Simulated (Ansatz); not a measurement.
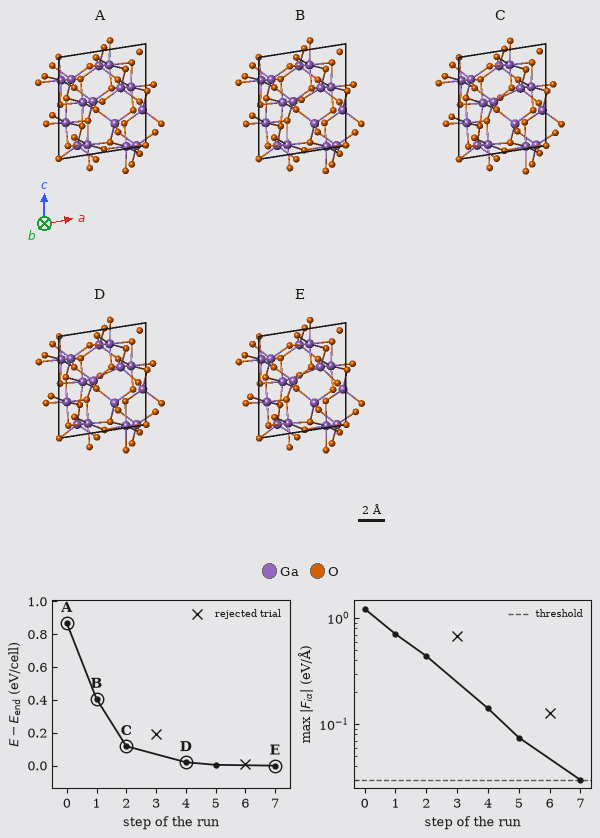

Frames of a relaxation of a defect cell of composition Ga₅O₈, marked on the history of the run. The picture is a ball-and-stick view of the cell of the calculation (origin shifted), seen along the b axis.

Theory: DFT PBEsol, scalar-relativistic, plane waves, PAW (Ansatz). Settings: plane-wave cutoff 420 eV; k-point mesh 2 × 2 × 2; occupations gaussian; smearing width 0.02 eV; mesh shifted by (0.5, 0.5, 0.5); collinear spin; atoms relaxed in a fixed cell; force threshold 0.03 eV/Å; at most 40 steps.

Q: What happens along the run?

A: The atom that moves furthest is an O atom (0.50 Å along [−1 −1 2]). By element the largest moves are O 0.50 Å, Ga 0.13 Å. The lattice vectors keep their values. Near-neighbour distances that change, for instance: Ga–O 2.089 → 1.947 Å, Ga–O 1.943 → 2.079 Å, Ga–O 2.050 → 1.918 Å, Ga–O 2.066 → 1.945 Å. Bond angles that change, for instance: O–Ga–O 80.1° → 95.3°, O–Ga–O 81.8° → 96.0°, O–Ga–O 82.8° → 95.8°. After 5 accepted moves (7 points after the start) the energy has fallen by 0.869 eV per cell of the calculation. The largest force component goes from 1.2 to 0.03 eV/Å. The line search rejected the trial steps at points 3, 6 of the run. From step 0 to 1: an O atom moves most (0.17 Å), energy −0.462 eV per cell of the calculation. From step 1 to 2: an O atom moves most (0.20 Å), energy −0.288 eV per cell of the calculation. From step 2 to 4: an O atom moves most (0.08 Å), energy −97.6 meV per cell of the calculation. From step 4 to 7: O atoms move most (0.07 Å), energy −20.9 meV per cell of the calculation.

Limits of the set-up: the periodic images lie only 7.5 Å apart, so the values are limited by the cell's size.
